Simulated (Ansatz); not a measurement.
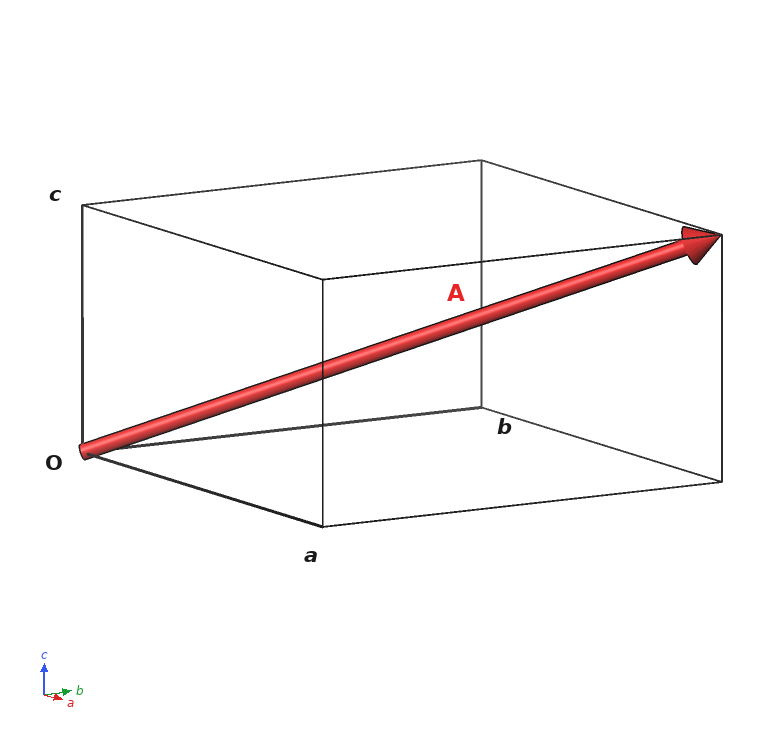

Crystal: GaN, the input geometry of an electronic-structure calculation (not necessarily at equilibrium); the starting structure was generated, so it need not be a known form of this composition. The arrow starts at a corner of the unit cell and ends on its surface; where a tip isn't a corner, dashed lines run from it parallel to the axes. Symmetry computed with spglib at a tolerance of 0.002 Å; standard conventional cell.

a = 5.569 Å, b = 5.569 Å, c = 3.007 Å, α = 90.00°, β = 90.00°, γ = 90.00°.

Give [uvw] of the arrow.

Arrow A runs from (0, 0, 0) to (1, 1, 1), so [1 1 1].

How long is the vector ua + vb + wc?

8.430 Å.
